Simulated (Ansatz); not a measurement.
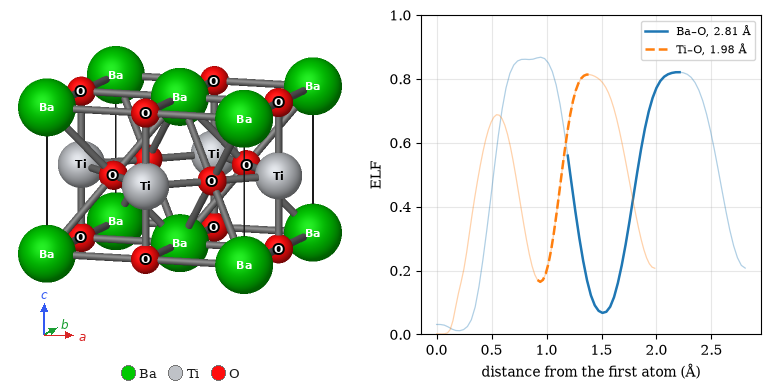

Figure 1: BaTiO₃. ELF along straight lines between neighbouring atoms. Thin, pale parts lie inside the atomic spheres. The structure is drawn too.

Space group P4/mmm; computed pressure about 3 GPa in this cell; the program warned that no starting moments were given; spin-polarised, but the moments vanished.

The calculation used DFT, PAW plane waves, r2SCAN (Ansatz).

In a PAW calculation such maps are meaningful between the atoms, not at the nuclei.

```
Ba Ti O
1.0
    -3.96953   -3.96953    0.00000
    -3.96953    3.96953    0.00000
     0.00000    0.00000   -3.98759
Ba Ti O
2 2 6
Cartesian
  0.0000 0.0000 0.0000
  -3.9695 0.0000 0.0000
  -1.9848 1.9848 -1.9938
  -1.9848 -1.9848 -1.9938
  -1.9848 1.9848 0.0000
  -1.9848 -1.9848 0.0000
  -5.9543 0.0000 -1.9938
  -1.9848 0.0000 -1.9938
  -3.9695 -1.9848 -1.9938
  -3.9695 1.9848 -1.9938
```

Q: What can be read from the curves?

A: Ba–O (2.81 Å): the ELF is about 0.10 at the midpoint (a largely ionic contact).
Ti–O (1.98 Å): the ELF peaks at about 0.80 in the valence shell of O, 0.6 Å from its nucleus, and is about 0.20 at the midpoint (no localised pair shows between them).
